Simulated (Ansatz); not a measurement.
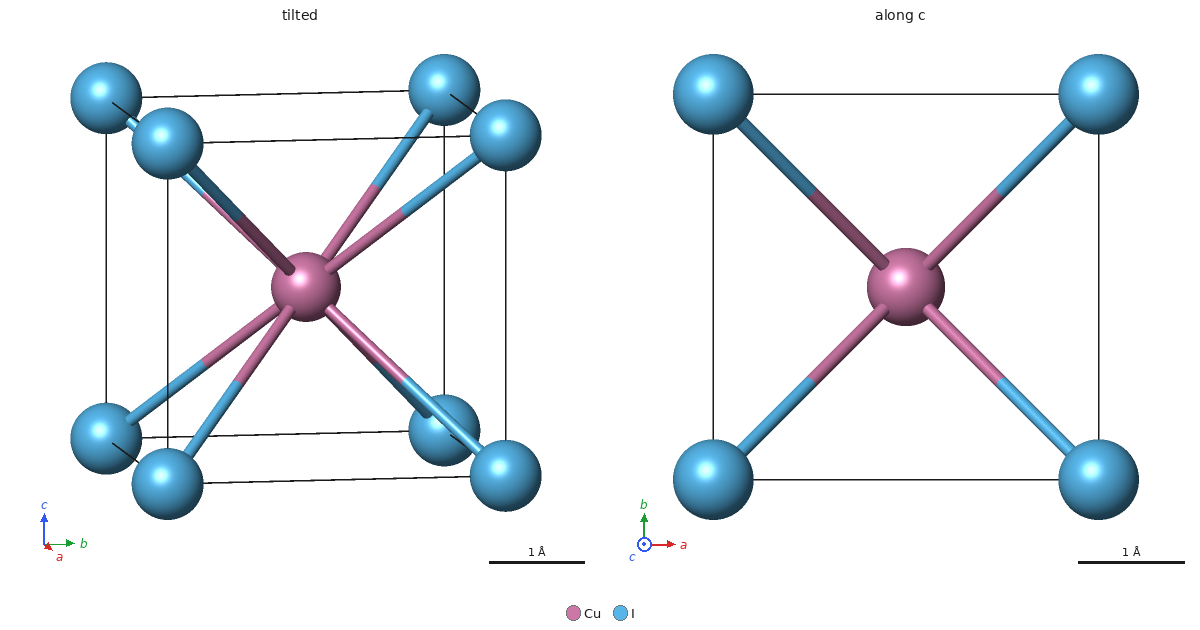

Shown here is a ball-and-stick view of the crystal, taken slightly off an axis and along the c axis. The frame is the conventional unit cell; atoms at its boundary are shown with their periodic copies. Cell: a = 3.65 Å, b = 3.65 Å, c = 3.65 Å, α = 90.00°, β = 90.00°, γ = 90.00°.

It goes back to a structure type filled with these elements by a generator (whether the compound takes this form wasn't checked). Earlier steps of the study may have refined or changed the cell and positions. It was run through Ansatz as a DFT input.

Q: State composition, symmetry and coordination.

A: The compound is CuI. It belongs to space group Pm-3m (No. 221) and has a primitive cubic lattice. The arrangement is known as caesium chloride (CsCl, B2) type. The cell holds 2 atoms (1 Cu, 1 I), Z = 1. Around each Cu lie eight I in a cubic arrangement at about 3.2 Å. Each I atom has eight Cu in a cubic arrangement at about 3.2 Å around it. The bonds build a three-dimensional framework.

Computational set-up: Ansatz 0.2.0, DFT PBE, scalar-relativistic, plane waves, PAW, plane-wave cutoff 420 eV, k-points about 0.11 Å⁻¹ apart, Gaussian smearing of 0.1 eV, no spin polarisation.

Q: What does the calculation say: metal or gapped?

A: A metal: bands cross the Fermi level.

Q: List the Bader charges.

A: Cu +0.45 e; I -0.45 e.

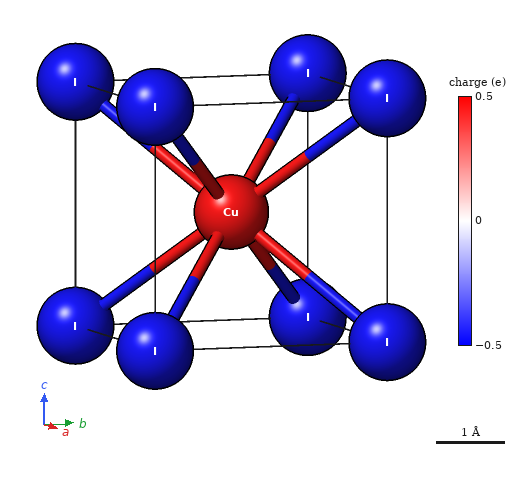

The atoms coloured by those charges. The run's cell of 2 atoms is drawn, so axes and origin can differ from the first picture.

Q: Are forces and stress small enough to call this relaxed?

A: Yes. All forces vanish to within 0.01 eV/Å. The pressure is 0.0 GPa, close to zero.
